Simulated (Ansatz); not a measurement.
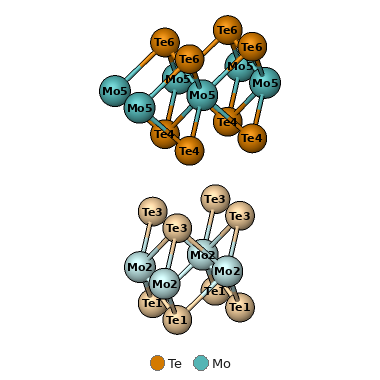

The system is a bilayer of two Te₂Mo sheets (1H type), the upper one turned by 180 degrees about the normal (6 atoms in the cell); the picture shows the reference structure; the lower layer is drawn fainter. 
- The upper layer of a bilayer is slid along a line and lifted, both layers rigid.
- First axis: slide of the upper layer along the first surface vector, from Te4 above Te3. Second axis: distance between the facing planes of atoms.
- The grid has 6 × 6 points; 24 points were computed and 12 follow by symmetry.
- Points are written as (first, second).
- Energies: mJ/m², counted from the lowest grid point.
- Computed with DFT PBE+D3(BJ), scalar-relativistic, plane waves, PAW (Ansatz). Settings: cutoff 420 eV, k-mesh 9×9×1, gaussian smearing 0.05 eV, no spin polarisation.

Its coordinates:

```yaml
crystal:
  lattice:
    - [3.50388, 0.00000, 0.00000]
    - [-1.75194, 3.03445, 0.00000]
    - [0.00000, 0.00000, 24.76772]
  atoms:
    - { symbol: Te, position: [0.33333, 0.66667, 0.18169] }
    - { symbol: Mo, position: [0.66667, 0.33333, 0.25505] }
    - { symbol: Te, position: [0.33333, 0.66667, 0.32841] }
    - { symbol: Te, position: [0.83333, 0.66667, 0.46568] }
    - { symbol: Mo, position: [0.50000, 0.00000, 0.53904] }
    - { symbol: Te, position: [0.83333, 0.66667, 0.61240] }
```

Range: slide of the upper layer along the first surface vector from 0.00 to 2.92 Å; distance between the facing planes of atoms from 3.13 to 4.93 Å.

**What will the energy surface look like?**

The lowest grid point is at (1.75 Å, 3.40 Å). It is the only kind of minimum in the scanned range. The highest grid point, (0.00 Å, 3.13 Å), lies 724 mJ/m² above the lowest. On the interpolated surface the easiest way out of the lowest well to its copy in the next cell or period passes a barrier of about 139 mJ/m².

```
second ↓, first →  0.00  0.58  1.17  1.75  2.34  2.92
             4.93   257   256   255   254   255   256
             4.33   169   163   151   146   151   163
             3.93   139   120    82    63    82   120
             3.65   184   140    56    16    56   140
             3.40   333   246    79     0    79   246
             3.13   724   542   201    43   201   542
```

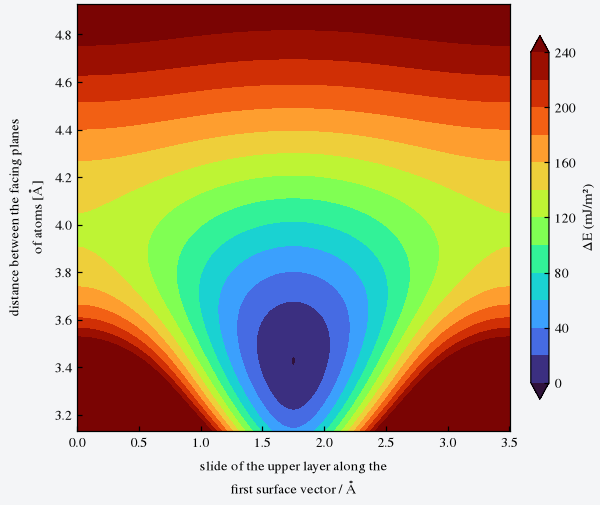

The picture shows filled contours, one colour for all values above the top of the scale. Between grid points the surface is interpolated.

Each point was launched as `ansatz run input.yaml --threads 2 --pin off --max-ram 6144MiB --backend cpu --events-out ev --progress --plain --runs-dir out`. The whole map (24 points run) took 20 min on 2 threads of Arm Neoverse N1 (shared host).

PAW datasets: the set soft_1.
